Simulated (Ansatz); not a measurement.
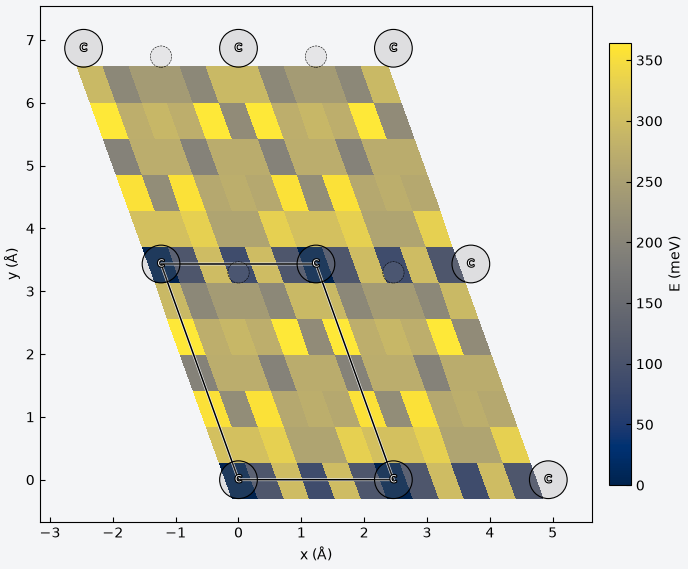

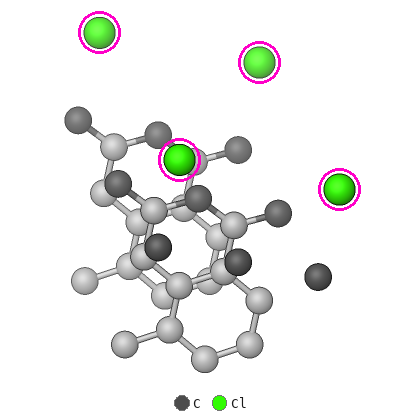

Energy landscape of Cl on a C(101) slab cut from the R-3m phase, its upper half relaxed before the scan (24 atoms of substrate and one adsorbate in a 2 × 2 cell). Cl is moved over the surface cell at a fixed height above a rigid substrate; the origin of the map has the adsorbate above C21; the height is held at 3.10 Å. Places are given modulo a cell vector. The map is drawn in real space over the plane of the surface. The grid has 6 × 6 points; 21 points were computed and 15 follow by symmetry. Places are given in fractions of the 1 × 1 surface cell. Energies are in meV, from the lowest grid point. Energies and slopes of some neighbouring points disagree (a jump in structure or state, or too coarse a mesh). The magnetic moment jumps between some neighbouring points. At a fixed height the lowest place need not be the adsorption site. Level of theory: DFT PBE+D3(BJ), scalar-relativistic, plane waves, PAW in Ansatz 0.2.0. Settings: cutoff 420 eV, k-mesh 6×4×1, gaussian smearing 0.05 eV, spin-polarised.

The picture shows one coloured cell a grid point, labelled circles for the atoms of the top layer and small ones for the second layer, the outline of one cell of the 2 × 2 shown. The second picture is the structure at the lowest point; rings mark the moved atoms.

**What does the map say about the system?**

The lowest grid point is at the top site over a surface C atom, (0/6, 0/6) of the cell vectors. The highest grid point, (0/6, 4/6) of the cell vectors [nearest 1 C at 3.33 Å], lies 364 meV above the lowest. At the lowest point the adsorbate has 1 C at 3.10 Å as nearest neighbours, at the highest 1 C at 3.33 Å.

The input of one point:

```yaml
crystal:
  lattice:
    - [4.9299148964, 0.0, 0.0]
    - [-2.4649574482, 6.8655575602, 0.0]
    - [0.0, 0.0, 22.2276622644]
  atoms:
    - { symbol: C, position: [0.4018120009, 0.3036240018, 0.1799559464] }
    - { symbol: C, position: [0.4018120009, 0.8036240018, 0.1799559464] }
    - { symbol: C, position: [0.9018120009, 0.3036240018, 0.1799559464] }
    - { symbol: C, position: [0.9018120009, 0.8036240018, 0.1799559464] }
    - { symbol: C, position: [0.1626401228, 0.3252802456, 0.2112622584] }
    - { symbol: C, position: [0.1626401228, 0.8252802456, 0.2112622584] }
    - { symbol: C, position: [0.6626401228, 0.3252802456, 0.2112622584] }
    - { symbol: C, position: [0.6626401228, 0.8252802456, 0.2112622584] }
    - { symbol: C, position: [0.1840380628, 0.3680761257, 0.2739086929] }
    - { symbol: C, position: [0.1840380628, 0.8680761256, 0.2739086929] }
    - { symbol: C, position: [0.6840380628, 0.3680761257, 0.2739086929] }
    - { symbol: C, position: [0.6840380628, 0.8680761256, 0.2739086929] }
    - { symbol: C, position: [0.4447372324, 0.3894666362, 0.3044210713] }
    - { symbol: C, position: [0.4447372324, 0.8894666362, 0.3044210713] }
    - { symbol: C, position: [0.9447372324, 0.3894666362, 0.3044210713] }
    - { symbol: C, position: [0.9447372324, 0.8894666362, 0.3044210713] }
    - { symbol: C, position: [0.4674579614, 0.4348943234, 0.3699089568] }
    - { symbol: C, position: [0.4674579614, 0.9348943234, 0.3699089568] }
    - { symbol: C, position: [0.9674579614, 0.4348943234, 0.3699089568] }
    - { symbol: C, position: [0.9674579614, 0.9348943234, 0.3699089568] }
    - { symbol: C, position: [0.2271533028, 0.4542694799, 0.3971475794] }
    - { symbol: C, position: [0.2271533028, 0.9542694799, 0.3971475794] }
    - { symbol: C, position: [0.7271533028, 0.4542694799, 0.3971475794] }
    - { symbol: C, position: [0.7271533028, 0.9542694799, 0.3971475794] }
    - { symbol: Cl, position: [0.2271533028, 0.4542694799, 0.5366134379], spin: 1.0 }
basis:
  ecutwfc: 420
kpoints:
  mp_grid: { grid: [6, 4, 1] }
hamiltonian:
  xc: pbe
  pseudopotentials: { kind: paw, azcp: { folder: soft_1 } }
  dispersion: d3bj
scf:
  occupations: { method: gaussian, width: 0.05 }
output:
  forces: true
  eigenvalues: true
  populations: true
magnetization:
  spin_polarized: true
efield:
  axis: 3
  dipole_correction: true
  ramp_width: 0.04
```

The whole map (21 points run) took 65 min on 4 threads of Arm Neoverse V1, with other jobs on the host.
